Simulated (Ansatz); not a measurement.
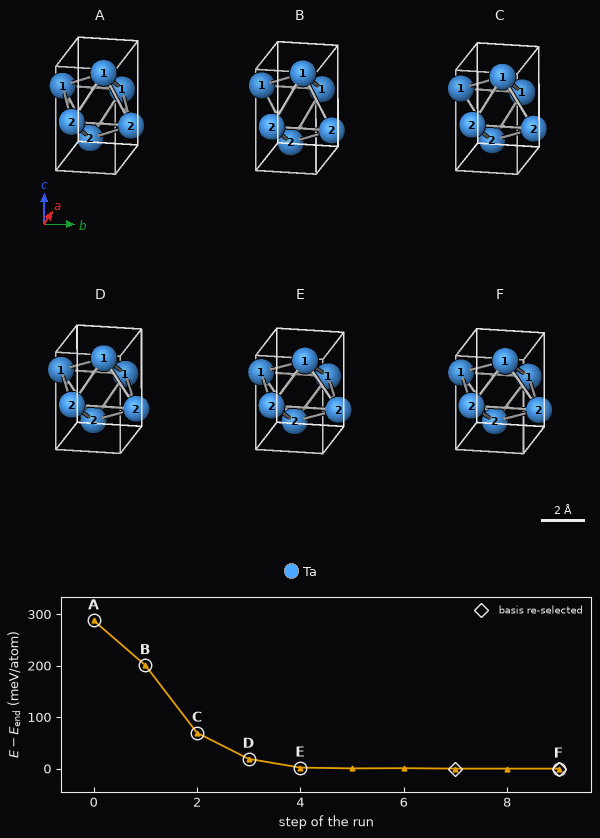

Frames of a relaxation of crystalline Ta (set up in P-1), marked on the history of the run. The picture is a ball-and-stick view of the conventional cell (2 times the calculation's cell), seen from a free direction. Lengths and directions refer to the drawn axes.

The run lets cell and atoms move, from this start: atom 2 moved 0.45 A.

All numbers below come from Kohn-Sham DFT of a periodic cell, PBE, Ansatz PAW in Ansatz.

Input file:
```yaml
crystal:
  lattice:
    - [2.90037207, 0.0, 0.0]
    - [-1.45018604, 2.5117959, 0.0]
    - [0.0, 0.0, 5.166274]
  atoms:
    - { symbol: Ta, position: [0.58500635, 0.29443166, 0.73213135] }
    - { symbol: Ta, position: [0.41499365, 0.70556834, 0.26786865] }
hamiltonian:
  xc: pbe
  pseudopotentials: { kind: paw }
kpoints:
  mp_grid: { grid: [11, 11, 5] }
scf:
  occupations: { method: fermi_dirac, width: 0.05 }
output:
  forces: true
  stress: true
  eigenvalues: true
relax:
  f_tol: 0.01
  max_steps: 40
  cell: { stress_tol: 0.05, p_target: 5.0 }
```

Run as
```bash
ansatz run input.yaml --threads 2 --pin off --max-ram 5632MiB --backend cpu --events-out ev --progress --plain --runs-dir out
```

What happens along the run?

Answer. The largest moves relative to the cell, 0.21 Å, are those of Ta1 and Ta2. Ta1 goes along [−2 0 1]. The volume changes by −5.3 %, with a 5.024 → 4.654 Å (−7.4 %), b 2.900 → 3.294 Å (+13.6 %), c 5.166 → 4.651 Å (−10.0 %). Some distances before and after: Ta1–Ta2 4.037 → 3.290 Å, Ta1–Ta2 (another image) 3.793 → 3.290 Å, Ta1–Ta1 2.900 → 3.294 Å, Ta1–Ta2 (another image) 3.159 → 2.850 Å. The space group (tolerance 0.01 Å) goes from P-1 (No. 2) to Im-3m (No. 229). Over 7 accepted moves (9 points after the start) the energy falls by 288 meV per atom. With the target pressure of 5 GPa, the enthalpy E + pV changes by −319 meV per atom. Largest force component: 1.8 eV/Å at the start, 0.00012 eV/Å at the end. The pressure goes from 1.68 to 5.00 GPa. At 2 points the geometry stayed and the basis and grid were re-selected for the new cell (energy shift of 0.8 meV per atom at most each time). Cost: 60 s on 2 threads of Intel(R) Xeon(R) Processor @ 2.70GHz (shared host), peak memory 0.5 GiB. From step 0 to 1: Ta atoms move most (0.19 Å), volume −3.7 %, energy −86.9 meV per atom. From step 1 to 2: Ta atoms move most (0.19 Å), volume +0.3 %, energy −131 meV per atom. From step 2 to 3: Ta atoms move most (0.03 Å), volume −0.8 %, energy −50.7 meV per atom. From step 3 to 4: Ta atoms move most (0.02 Å), volume −1.3 %, energy −17.0 meV per atom. From step 4 to 9: energy −2.0 meV per atom.
